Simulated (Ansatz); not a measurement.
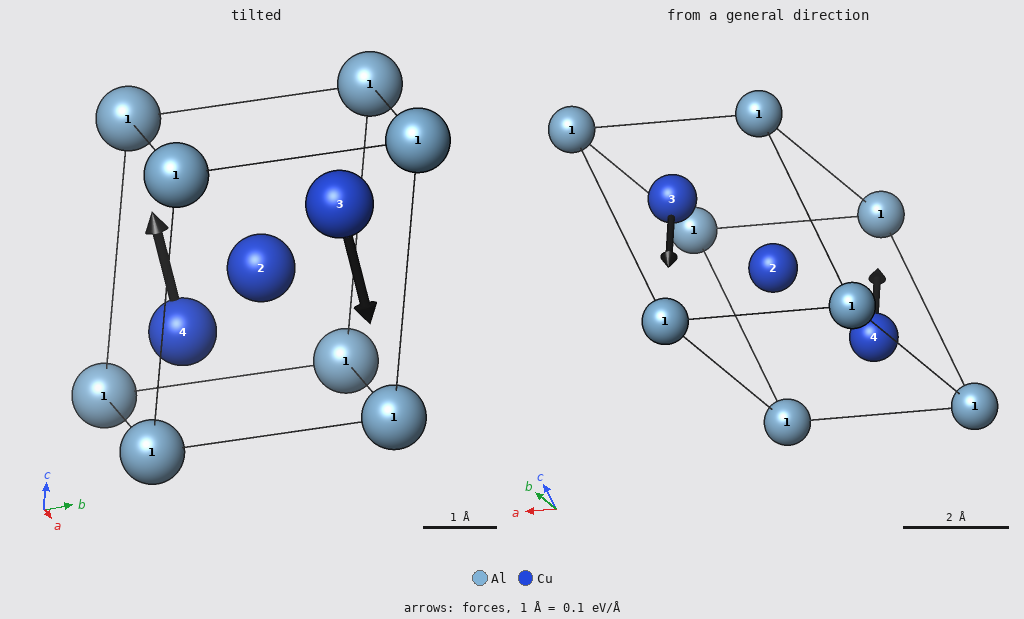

An orthographic spheres-only view of the structure, slightly off an axis and from a general direction. The lines enclose the cell (the run's own, in a reduced setting); boundary atoms appear with their images. The arrows are the computed forces on the atoms.

System: AlCu₃. Level of theory and settings: Ansatz, DFT r2SCAN, scalar-relativistic, plane waves, PAW, a basis cut at 500 eV, k-points about 0.13 Å⁻¹ apart, Gaussian smearing of 0.15 eV, no spin polarisation.

Judging by the arrows, is the geometry relaxed?

Answer. No. The atoms still feel forces of up to about 0.13 eV/Å, above a usual threshold of 0.01 to 0.03 eV/Å.

Which atom carries the strongest force?

Answer. Cu3 and Cu4, about 0.13 eV/Å.

It goes back to a structure listed in the Materials Project. The cell was then strained or its atoms displaced on purpose. It went into a calculation with Ansatz.
